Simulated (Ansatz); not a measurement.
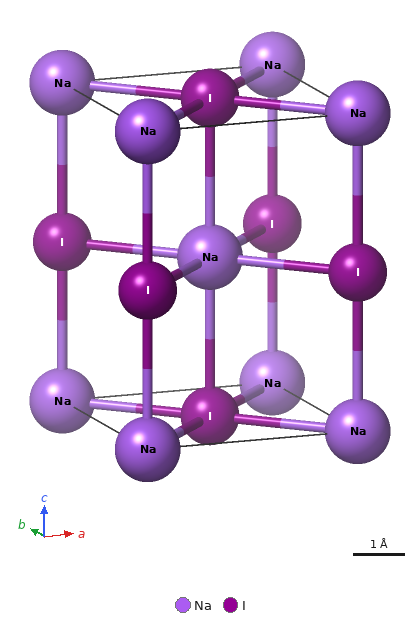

Fig. 1: The structure (ball-and-stick view of the cell 2 times as large as that of the calculation, set on its symmetry axes, seen slightly off an axis).

**Run report: NaI, band-structure calculation**

The run: band-structure calculation of NaI (Immm, 2 atoms in the cell). Method and program: DFT, PBE, plane waves, PAW, no spin polarisation (Ansatz 0.2.0).

The structure was built on a prototype by a generator. The geometry comes from this level: r2SCAN (a point of a series of strains). It belongs to a series of runs on one base structure; here: shear_xy strain +4.5%.

## The program's output
```
scf.n_extra_bands = 4 over 13 filled bands (N_el = 26.0): the run solves 17 bands
Engine: ansatz 0.2.0, x86_64-unknown-linux-gnu
Pseudopotentials: kind: paw
Pseudopotential: Na, paw, valence charge 9, recommended cutoff 420 eV (normal), Na.paw.azcp
Pseudopotential: I, paw, valence charge 17, recommended cutoff 420 eV (normal), I.paw.azcp
Functional definition: PBE
  parameter kappa = 0.804
  parameter beta = 0.06672455060314922
  exchange = pbe_x(kappa = kappa, mu = beta*pi^2/3)
  correlation = pbe_c(beta = beta)
Crystal: 2 atoms, lattice volume = 67.345 Å³
Basis set: ecut = 420 eV, 1319 PW (Γ), exchange–correlation on 64×64×64 points (8 copies of the dense FFT grid, shifted against one another)
Bands: 17, of which v1, the nominal top of the filled ones, is band 13 counted from 1 (12 counted from 0)
Symmetry: 8 space group operations
Space group: Immm (ITA 71), of the structure as read, at distance tolerance 4.1e-5 Å
k-points: 95 of 512
Non-local potential: Na, projectors of the file, l = 0: 3, l = 1: 2, l = 2: 1
Non-local potential: I, projectors of the file, l = 0: 2, l = 1: 2, l = 2: 2, l = 3: 2
PAW form: soft (Blöchl's): semilocal exchange-correlation on the pseudo side does not see the compensation charge
PAW one-centre angular grid: Na, 110 points (default); XC on 64 Gauss nodes
PAW one-centre angular grid: I, 590 points (default); XC on 64 Gauss nodes
Initial density: superposition of atomic densities (neutral atoms: chi_scale 0, normalization atom), corrected by the library's trained network
Initial wavefunctions: pseudopotential atomic-orbital guess
Functional: x = pbe(κ = 0.804, μ = 0.2195149727645171), c = pbe(β = 0.06672455060314922)
SCF iter   1: F=—  HF=-9001.878304 eV  |F-HF|=—  |Δ(HF+E_count)|=         —  Δρ=5.32e-4  dr2=4.12e-4  ethr=1.77e-3  ⟨swp⟩=6.2  Hψ=8816  notcnv=0
preconditioner: auto → none  [insulator: Δε(μ)=3.547 eV  Ē_g=10.614 eV  σ=0.020 eV  W_gap=1.00  n_scr=14 (ndim 8)  ℏωp=12.8 eV  f_vac=0.069  D(μ)=0.00/eV (n_scr^D=0)  ε∞_Penn≈2.5]
SCF iter   2: F=—  HF=-9001.878553 eV  |F-HF|=—  |Δ(HF+E_count)|=   2.49e-4  Δρ=7.90e-4  dr2=1.01e-3  ethr=1.59e-6  ⟨swp⟩=3.1  Hψ=4387  notcnv=0
SCF iter   3: F=—  HF=-9001.878317 eV  |F-HF|=—  |Δ(HF+E_count)|=   2.37e-4  Δρ=4.80e-4  dr2=3.72e-4  ethr=1.59e-6  ⟨swp⟩=2.0  Hψ=1962  notcnv=0
SCF iter   4: F=—  HF=-9001.878232 eV  |F-HF|=—  |Δ(HF+E_count)|=   8.43e-5  Δρ=2.73e-4  dr2=1.19e-4  ethr=1.43e-6  ⟨swp⟩=1.0  Hψ=1615  notcnv=0
SCF iter   5: F=—  HF=-9001.878223 eV  |F-HF|=—  |Δ(HF+E_count)|=   9.07e-6  Δρ=1.01e-4  dr2=1.40e-5  ethr=4.57e-7  ⟨swp⟩=2.0  Hψ=2712  notcnv=0
SCF iter   6: F=—  HF=-9001.878274 eV  |F-HF|=—  |Δ(HF+E_count)|=   5.07e-5  Δρ=2.08e-4  dr2=7.04e-5  ethr=5.38e-8  ⟨swp⟩=3.0  Hψ=2818  notcnv=0
SCF iter   7: F=—  HF=-9001.878259 eV  |F-HF|=—  |Δ(HF+E_count)|=   1.52e-5  Δρ=1.38e-4  dr2=3.13e-5  ethr=5.38e-8  ⟨swp⟩=2.0  Hψ=1991  notcnv=0
SCF iter   8: F=—  HF=-9001.878248 eV  |F-HF|=—  |Δ(HF+E_count)|=   1.02e-5  Δρ=4.40e-5  dr2=3.12e-6  ethr=5.38e-8  ⟨swp⟩=2.0  Hψ=1995  notcnv=0
SCF iter   9: F=—  HF=-9001.878248 eV  |F-HF|=—  |Δ(HF+E_count)|=   9.33e-7  Δρ=2.05e-5  dr2=6.91e-7  ethr=1.20e-8  ⟨swp⟩=2.0  Hψ=1785  notcnv=0
SCF iter  10: F=-9001.878247 eV  HF=-9001.878247 eV  |F-HF|=4.18e-11  |Δ(HF+E_count)|=   2.32e-7  Δρ=7.44e-7  dr2=1.34e-10  ethr=3.85e-10  ⟨swp⟩=3.7  Hψ=7051  notcnv=0
SCF 1 converged in 10 iterations: F = -9001.878247 eV  dr2 = 1.34e-10
  greatest PAW one-centre occupation: 0.999 electrons in one spin orbital (limit 2), on the Na atom at site 0 (counted from 0), in its partial waves of l = 0
```

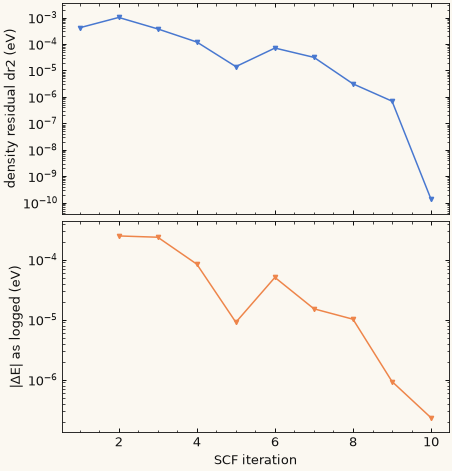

Fig. 2: Convergence of the self-consistent field: density residual dr2 and size of the energy change against the SCF iteration. The residual falls unevenly and jumps up by a factor of two or more 2 times on the way down.

```
NSCF: frozen V_eff on 6 k-points
SCF converged after 10 iterations
Free energy (F): -9001.878247 eV
Harris-Foulkes:  -9001.878247 eV  (|F-HF|=4.18e-11)
Internal energy: -9001.878247 eV  (E = F + TS)
E sigma→0 (E₀):  -9001.878247 eV
Fermi energy:    4.979682 eV
--- Per-component energies (eV) ---
  E_band       = -612.890826
  E_kinetic    = 309.872880
  E_local      = -3341.374724  (includes V_loc(G=0)·N_el)
  E_nonlocal   = 24.979082
  E_hartree    = 1515.394031
  E_xc         = -167.335263
  E_vxc        = -179.085088  (∫ρ·V_xc dr)
  E_paw        = -5080.349651  (= ΣΔE_a)
  E_vpaw       = -458.070768  (= ΣTr[D̂ρ^β])
  E_aug_tail   = -0.000040  (compensation charges beyond the density's cutoff)
  E_ewald      = -2263.064562
  E_smearing   = -0.000000  (= −TS)
  E_closure    = -0.000000  (closes the sum)
  Σ components = -9001.878247   (vs F -9001.878247, Δ=0.00e0)
--- Forces (eV/Å), atoms counted from 1 ---
  atom   1  Na     0.00000000     0.00000000    -0.00000000
  atom   2  I      0.00000000     0.00000000    -0.00000000
  max |Σ_I F_I| component: 2.21e-29 eV/Å
--- Stress (GPa, compression-positive) ---
        0.542785      -0.329323       0.000000
       -0.329323       0.542785      -0.000000
        0.000000      -0.000000       0.512364
  P = ⅓ Tr σ = 0.5326 GPa (5.326 kbar)
--- Band table (eV; the first three rows and the last of 95) ---
  k-point 0: bands = ["-47.4228", "-39.9637", "-39.9610", "-39.9610", "-39.9550", "-39.9543", "-19.3388", "-19.3366", "-19.3347", "-7.9371", "3.0019", "3.0927", "3.2011", "6.7499", "10.8061", "11.0679", "11.3254"]
  k-point 1: bands = ["-47.4228", "-39.9637", "-39.9610", "-39.9610", "-39.9550", "-39.9543", "-19.3389", "-19.3370", "-19.3351", "-7.8959", "2.5761", "3.0266", "3.1562", "7.2695", "10.5731", "11.1336", "11.4607"]
  k-point 2: bands = ["-47.4228", "-39.9637", "-39.9610", "-39.9609", "-39.9550", "-39.9543", "-19.3390", "-19.3384", "-19.3356", "-7.7926", "1.7563", "2.9381", "3.0524", "8.0543", "10.5453", "11.0585", "11.3037"]
  k-point 94: bands = ["-47.4227", "-39.9637", "-39.9609", "-39.9607", "-39.9551", "-39.9541", "-19.3407", "-19.3404", "-19.3365", "-7.5408", "1.1746", "2.2087", "2.4916", "7.5722", "8.6895", "13.0069", "14.3313"]
```

## File bands.tsv
```
# k_distance	band_0	band_1	band_2	band_3	band_4	band_5	band_6	band_7	band_8	band_9	band_10	band_11	band_12	band_13	band_14	band_15	band_16
# fermi_ev = 4.979682
# lock_threshold_ev = 1e-6
# [0, 0, 0] at k_distance = 0.000000
# [0.5, 0, 0.5] at k_distance = 0.973459
# [0.625, 0.25, 0.625] at k_distance = 1.317497
# [0.375, 0.375, 0.75] at k_distance = 1.922452
# [0.5, 0.5, 0.5] at k_distance = 2.513759
# [0.5, 0.25, 0.75] at k_distance = 3.201835
# levels_relative_to = fermi_ev
# free_energy_ev = -9001.878247
# largest_residual_norms_ev = 4.954e-4 5.009e-4 4.036e-4 4.670e-4 5.139e-4 5.259e-4 4.675e-4 5.401e-4 6.104e-4 5.823e-4 9.396e-4 1.055e-3 1.254e-3 1.693e-3 1.291e-3 1.717e-3 2.384e-3
0.000000	-52.402495	-44.943391	-44.940687	-44.940655	-44.934718	-44.934026	-24.318524	-24.316302	-24.314346	-12.916788	-1.977773	-1.886996	-1.778546	1.770209	5.826453	6.088208	6.345693
0.973459	-52.402392	-44.943319	-44.940657	-44.940567	-44.934445	-44.933953	-24.322328	-24.317997	-24.316478	-12.516370	-3.806259	-2.635380	-2.632544	2.623648	3.673579	7.964637	9.443711
1.317497	-52.402392	-44.943338	-44.940652	-44.940545	-44.934494	-44.933934	-24.321944	-24.318500	-24.316312	-12.517494	-3.538764	-3.237962	-2.489033	3.342445	4.815431	6.786163	7.414610
1.922452	-52.402400	-44.943382	-44.940575	-44.940468	-44.934752	-44.933832	-24.319726	-24.319664	-24.317114	-12.529961	-3.549293	-3.294222	-2.357716	3.440557	4.631236	6.890250	7.561603
2.513759	-52.402422	-44.943335	-44.940635	-44.940574	-44.934726	-44.933906	-24.320520	-24.318858	-24.315513	-12.616115	-4.103606	-2.155678	-2.063866	3.275026	5.584846	5.823214	6.832562
3.201835	-52.402392	-44.943379	-44.940607	-44.940495	-44.934607	-44.933871	-24.321222	-24.319190	-24.316466	-12.509947	-3.305838	-3.303481	-2.820739	3.946587	5.578835	5.624552	6.135684
```

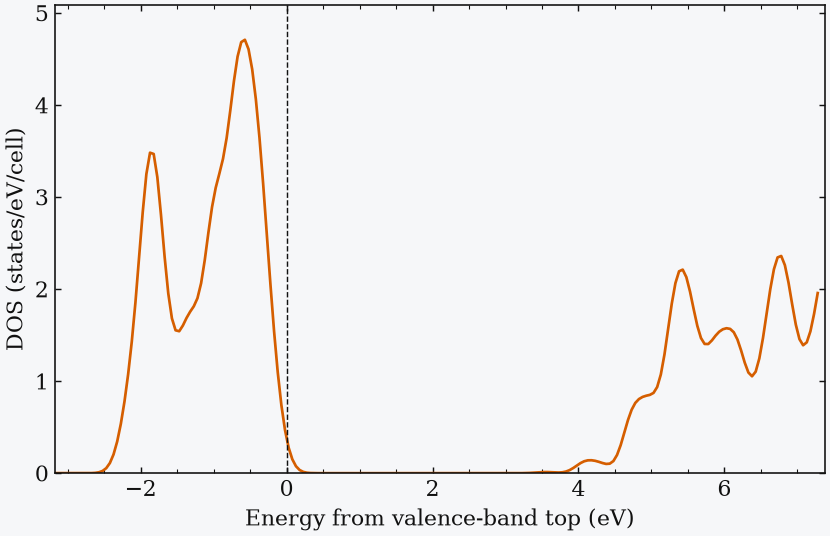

Fig. 3: Density of states (the curve is built from the levels of the k mesh with Gaussians 0.3 eV wide, which also blur the band edges), with energies from the valence-band top. There is a gap of 3.55 eV on the k-point mesh. Small ripples come from the finite k-point mesh.

This output came from the following input.

## Input file
```yaml
crystal:
  lattice:
    - [0.0729916853, 3.2297205894, 3.2297205894]
    - [3.2297205894, 0.0729916853, 3.2297205894]
    - [3.3027122747, 3.3027122747, 0.0]
  atoms:
    - { symbol: Na, position: [0.0, 0.0, 0.0] }
    - { symbol: I, position: [0.5, 0.5, 0.5] }
kpoints:
  mp_grid: { grid: [8, 8, 8] }
  band_path:
    path:
      - [0.0, 0.0, 0.0]
      - [0.5, 0.0, 0.5]
      - [0.625, 0.25, 0.625]
      - [0.375, 0.375, 0.75]
      - [0.5, 0.5, 0.5]
      - [0.5, 0.25, 0.75]
    npoints: 1
hamiltonian:
  xc: pbe
scf:
  occupations: { method: fermi_dirac, width: 0.02 }
  n_extra_bands: 4
output:
  forces: true
  stress: true
  eigenvalues: true
```

Launch command:
```bash
ansatz run input.yaml --threads 4 --pin off --max-ram 3686MiB --backend cpu --events-out ev --progress --plain --runs-dir out
```

## Summary

- outcome: converged
- space group (tolerance 0.01 Å): Immm (71)
- electrons treated: 26
- free energy: −9001.8782 eV
- Fermi energy: 4.980 eV
- gap on the k-point mesh: 3.55 eV
- pressure: 0.53 GPa
- largest force (length of the vector): under 0.001 eV/Å
- hardware: 4 threads of an x86-64 CPU, shared host
- wall time: 4.6 s (CPU time 16 s)
- peak memory: 0.44 GiB

Spin-orbit coupling is left out, which matters for I.
